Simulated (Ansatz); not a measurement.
# Run report: Hf3N2, single-point calculation (part 2 of 2)

Continued. System: Hf3N2 (R-3m, 5 atoms in the cell). Method: DFT PBEsol, spin-orbit coupling, plane waves, PAW (Ansatz 0.2.0); cutoff 420 eV, 12×12×12 k-mesh, Gaussian smearing of 0.1 eV. The structure derives from a Materials Project entry. It belongs to a series of runs on one base structure; here: spin orbit: on.

Geometry of the input (Å; fractional positions):
```
1.5994  0.9234  7.7548
-1.5994  0.9234  7.7548
0.0000  -1.8469  7.7548
Hf 0.7794  0.7794  0.7794
Hf 0.2206  0.2206  0.2206
Hf 0.0000  0.0000  0.0000
N  0.6119  0.6119  0.6119
N  0.3881  0.3881  0.3881
```

Output, continued
```
  k-point 0: bands = ["-40.5113", "-40.5113", "-39.7156", "-39.7156", "-39.6789", "-39.6789", "-14.8431", "-14.8431", "-14.0456", "-14.0456", "-13.9172", "-13.9172", "-7.3615", "-7.3615", "-6.9233", "-6.9233", "-6.5622", "-6.5622", "-6.0969", "-6.0969", "-6.0584", "-6.0584", "-5.9781", "-5.9781", "5.2973", "5.2973", "6.7807", "6.7807", "8.6199", "8.6199", "8.6363", "8.6363", "8.6662", "8.6662", "9.4026", "9.4026", "9.4038", "9.4038", "9.4109", "9.4109", "9.4134", "9.4134", "9.4181", "9.4181", "9.4318", "9.4318", "10.3310", "10.3310", "10.3763", "10.3763", "10.3783", "10.3783", "10.3933", "10.3933", "11.1180", "11.1180", "11.1275", "11.1275", "11.1470", "11.1470", "11.1498", "11.1498", "11.1550", "11.1550", "11.1638", "11.1638", "11.1746", "11.1746", "11.1782", "11.1782", "13.9515", "13.9515", "16.4903", "16.4903", "16.5363", "16.5363", "16.7233", "16.7233", "18.3263", "18.3263", "18.3639", "18.3639", "18.7711", "18.7711", "22.0656", "22.0656", "22.2998", "22.2998", "22.4827", "22.4827", "22.7481", "22.7481", "23.5547", "23.5547", "23.7909", "23.7909", "23.9489", "23.9489", "23.9572", "23.9572", "24.5840", "24.5840", "25.5234", "25.5234", "26.0010", "26.0010"]
  k-point 1: bands = ["-40.5085", "-40.5085", "-39.7125", "-39.7125", "-39.6770", "-39.6770", "-14.8518", "-14.8518", "-14.0520", "-14.0520", "-13.9281", "-13.9281", "-7.3630", "-7.3630", "-6.9673", "-6.9673", "-6.5561", "-6.5561", "-6.1319", "-6.1319", "-6.0711", "-6.0711", "-6.0117", "-6.0117", "5.4074", "5.4074", "6.7579", "6.7579", "8.6211", "8.6211", "8.6360", "8.6360", "8.6649", "8.6649", "9.4032", "9.4032", "9.4041", "9.4041", "9.4107", "9.4107", "9.4133", "9.4133", "9.4188", "9.4188", "9.4316", "9.4316", "10.3341", "10.3341", "10.3755", "10.3755", "10.3771", "10.3771", "10.3920", "10.3920", "11.1207", "11.1207", "11.1291", "11.1291", "11.1474", "11.1474", "11.1493", "11.1493", "11.1555", "11.1555", "11.1628", "11.1628", "11.1729", "11.1729", "11.1773", "11.1773", "14.1373", "14.1373", "16.1718", "16.1718", "16.5709", "16.5709", "17.0961", "17.0961", "17.6723", "17.6723", "18.2457", "18.2457", "19.1647", "19.1647", "21.3995", "21.3995", "22.3603", "22.3603", "22.7098", "22.7098", "22.8654", "22.8654", "23.5227", "23.5227", "23.6237", "23.6237", "24.3635", "24.3635", "24.4739", "24.4739", "24.7801", "24.7801", "25.4245", "25.4245", "26.0640", "26.0640"]
  k-point 2: bands = ["-40.5009", "-40.5009", "-39.7040", "-39.7040", "-39.6716", "-39.6716", "-14.8760", "-14.8760", "-14.0695", "-14.0695", "-13.9584", "-13.9584", "-7.3731", "-7.3731", "-7.0731", "-7.0731", "-6.5477", "-6.5477", "-6.2235", "-6.2235", "-6.1409", "-6.1409", "-6.0641", "-6.0641", "5.7011", "5.7011", "6.6942", "6.6942", "8.6252", "8.6252", "8.6352", "8.6352", "8.6612", "8.6612", "9.4044", "9.4044", "9.4059", "9.4059", "9.4103", "9.4103", "9.4132", "9.4132", "9.4205", "9.4205", "9.4314", "9.4314", "10.3431", "10.3431", "10.3732", "10.3732", "10.3741", "10.3741", "10.3899", "10.3899", "11.1261", "11.1261", "11.1346", "11.1346", "11.1471", "11.1471", "11.1504", "11.1504", "11.1570", "11.1570", "11.1605", "11.1605", "11.1695", "11.1695", "11.1748", "11.1748", "14.6374", "14.6374", "15.8853", "15.8853", "16.6775", "16.6775", "16.7024", "16.7024", "17.4506", "17.4506", "18.0172", "18.0172", "19.4857", "19.4857", "20.6237", "20.6237", "21.8625", "21.8625", "23.1509", "23.1509", "23.3134", "23.3134", "23.7518", "23.7518", "23.9371", "23.9371", "24.1617", "24.1617", "25.2187", "25.2187", "25.3618", "25.3618", "25.8541", "25.8541", "26.0961", "26.0961"]
  k-point 188: bands = ["-40.5112", "-40.5112", "-39.7162", "-39.7162", "-39.6784", "-39.6784", "-14.8442", "-14.8442", "-14.0383", "-14.0383", "-13.9233", "-13.9233", "-7.3844", "-7.3844", "-6.9234", "-6.9234", "-6.4447", "-6.4447", "-6.1949", "-6.1949", "-6.0568", "-6.0568", "-5.9796", "-5.9796", "5.3736", "5.3736", "6.6878", "6.6878", "8.6198", "8.6198", "8.6359", "8.6359", "8.6615", "8.6615", "9.4029", "9.4029", "9.4034", "9.4034", "9.4101", "9.4101", "9.4142", "9.4142", "9.4186", "9.4186", "9.4302", "9.4302", "10.3292", "10.3292", "10.3763", "10.3763", "10.3783", "10.3783", "10.3891", "10.3891", "11.1199", "11.1199", "11.1333", "11.1333", "11.1349", "11.1349", "11.1522", "11.1522", "11.1533", "11.1533", "11.1611", "11.1611", "11.1741", "11.1741", "11.1863", "11.1863", "14.2644", "14.2644", "15.9552", "15.9552", "16.5326", "16.5326", "16.5753", "16.5753", "18.2340", "18.2340", "18.2635", "18.2635", "20.1657", "20.1657", "20.8000", "20.8000", "22.1739", "22.1739", "22.3954", "22.3954", "23.2805", "23.2805", "23.2994", "23.2994", "24.5338", "24.5338", "24.5667", "24.5667", "24.6284", "24.6284", "24.9200", "24.9200", "25.4435", "25.4435", "25.5987", "25.5987"]
--- Löwdin populations: 5 sites ---
  site symbol       q [e]
     0     Hf     25.6004
     1     Hf     25.6004
     2     Hf     25.2864
     3      N      5.6386
     4      N      5.6386
  spilling = 0.002677 (of n_electrons = 88.000000)
```

File populations.tsv
```
# site	symbol	l	j	q
# orbitals = lowdin
# n_electrons = 88.000000
# spilling = 0.002677
0	Hf	0_5S	0.5	1.953836
0	Hf	0_6S	0.5	0.674387
0	Hf	1_5P	0.5	1.995839
0	Hf	1_5P	1.5	3.986725
0	Hf	2_5D	1.5	1.243048
0	Hf	2_5D	2.5	1.753446
0	Hf	3_4F	2.5	5.997185
0	Hf	3_4F	3.5	7.995951
1	Hf	0_5S	0.5	1.953836
1	Hf	0_6S	0.5	0.674387
1	Hf	1_5P	0.5	1.995839
1	Hf	1_5P	1.5	3.986725
1	Hf	2_5D	1.5	1.243048
1	Hf	2_5D	2.5	1.753446
1	Hf	3_4F	2.5	5.997185
1	Hf	3_4F	3.5	7.995951
2	Hf	0_5S	0.5	1.951041
2	Hf	0_6S	0.5	0.457657
2	Hf	1_5P	0.5	1.995423
2	Hf	1_5P	1.5	3.986720
2	Hf	2_5D	1.5	1.198281
2	Hf	2_5D	2.5	1.705386
2	Hf	3_4F	2.5	5.996646
2	Hf	3_4F	3.5	7.995209
3	N	0_2S	0.5	1.461863
3	N	1_2P	0.5	1.406125
3	N	1_2P	1.5	2.770639
4	N	0_2S	0.5	1.461863
4	N	1_2P	0.5	1.406125
4	N	1_2P	1.5	2.770639
```

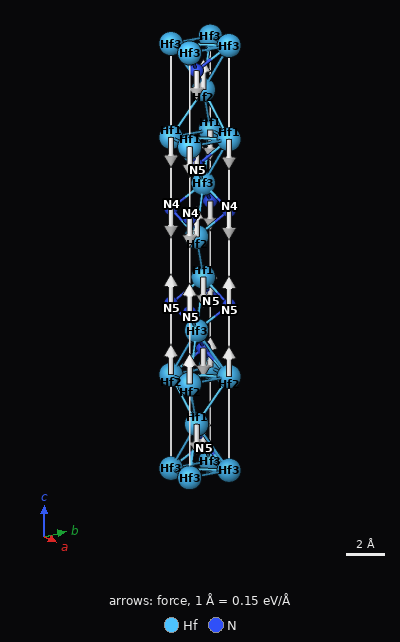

Forces on the atoms as white arrows (ball-and-stick view of the cell 3 times as large as that of the calculation, set on its symmetry axes, seen at an oblique angle; atoms are numbered from 1 in the order of the input). The largest act on Hf1, Hf2 (0.26 eV/Å); N4, N5 (0.25 eV/Å). The geometry is not a stationary point of this energy.

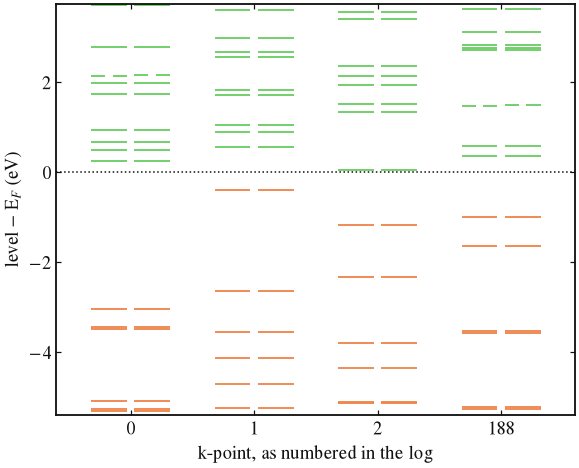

Kohn–Sham levels near the Fermi level (dotted) at the few k-points that the log prints; levels within 0.02 eV of each other stand side by side. The system is metallic on the full mesh.
